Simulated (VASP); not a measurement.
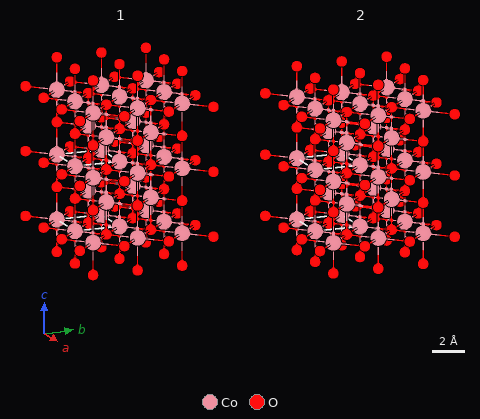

Two geometries of crystalline CoO (set up in I4/mmm), drawn at one scale. One is the start of a relaxation, the other its converged end. Style: ball-and-stick. Shown: the cell of the calculation, repeated 2 × 2 × 2 with one cell outlined, slightly off an axis.

All numbers below come from VASP, Kohn-Sham DFT of a periodic cell, PBEsol, DFT+U, VASP PAW PBE potentials, recommended. Set-up: plane-wave cutoff 600 eV; k-point mesh 9 × 9 × 6; occupations gaussian; smearing width 0.05 eV; collinear spin; U = 5 eV on Co d.

Question: Which one is relaxed?

Answer: Structure 2 is the relaxed one. The run lets cell and atoms move. No atom moves by more than 0.005 Å relative to the cell. Cell: a = b 3.016 → 3.040 Å (+0.8 %), c 4.214 → 3.982 Å (−5.5 %). Volume −4.0 %. Among the contacts that change: Co–O 2.107 → 1.991 Å, Co–O 2.133 → 2.150 Å. The space group stays I4/mmm (No. 139). The energy falls by 27.4 meV per atom in 7 geometry steps. All forces vanish by symmetry, so only the cell relaxes. Pressure: −9.10 GPa at the start and 0.03 GPa at the end.
